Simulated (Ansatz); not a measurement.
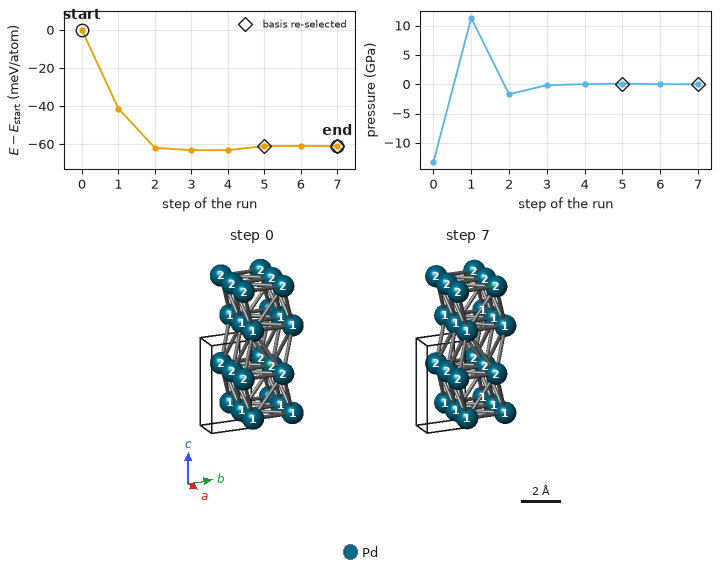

First and last geometry of a relaxation of solid Pd (set up in P6_3/mmc), with the history of the run. The picture is a ball-and-stick view of the cell of the calculation, repeated 3 × 2 × 2 with one cell outlined, seen slightly off an axis.

The run lets cell and atoms move.

Computed with Ansatz, Kohn-Sham DFT of a periodic cell, HSEsol, Ansatz PAW.

The input:
```yaml
crystal:
  lattice:
    - [2.7836650458, 0.0, 0.0]
    - [-1.3918325229, 2.4107246453, 0.0]
    - [0.0, 0.0, 4.628893]
  atoms:
    - { symbol: Pd, position: [0.3333333333, 0.6666666667, 0.25] }
    - { symbol: Pd, position: [0.6666666667, 0.3333333333, 0.75] }
hamiltonian:
  xc:
    exchange: hjs_pbesol
    correlation: pbesol
    exx: { coeff: 0.25, omega: 0.207 }
  pseudopotentials: { kind: paw }
kpoints:
  mp_grid: { grid: [6, 6, 3] }
scf:
  occupations: { method: fermi_dirac, width: 0.05 }
output:
  forces: true
  stress: true
  eigenvalues: true
relax:
  f_tol: 0.01
  max_steps: 40
  cell: { stress_tol: 0.05 }
```

Command:
```bash
ansatz run input.yaml --threads 2 --pin off --max-ram 5632MiB --backend cpu --events-out ev --progress --plain --runs-dir out
```

### What do the curves and the structures tell?

It converged. Over 5 accepted moves (7 points after the start) the energy falls by 61.0 meV per atom. All forces vanish by symmetry, so only the cell relaxes. The pressure goes from −13.32 to 0.00 GPa. At 2 points the geometry stayed and the basis and grid were re-selected for the new cell (energy shift of 2.2 meV per atom at most each time). The atoms keep their places relative to the cell (all moves are under 0.005 Å). Cell: a = b 2.784 → 2.683 Å (−3.6 %), c 4.629 → 4.602 Å (−0.6 %). Volume −7.6 %. Near-neighbour distances that change, for instance: Pd1–Pd1 2.784 → 2.683 Å, Pd1–Pd2 2.818 → 2.774 Å. The space group stays P6_3/mmc (No. 194). Cost: 93 s on 2 threads of Intel(R) Xeon(R) Platinum 8259CL CPU @ 2.50GHz (Skylake/Cascade Lake), on a shared host, peak memory 0.72 GiB.

```csv
step,"E − E(0), meV/atom","pressure, GPa","volume, Å³/atom",note
0,0.00,-13.32,15.531,
1,-41.33,11.30,13.669,
2,-61.94,-1.71,14.454,
3,-63.16,-0.16,14.349,
4,-63.21,0.00,14.339,
5,-61.01,0.10,14.339,"same geometry, new basis"
6,-61.00,0.00,14.346,
7,-61.01,0.00,14.346,"same geometry, new basis"
```

Limits of the set-up: the k-point mesh is coarse for a cell with partly filled bands.
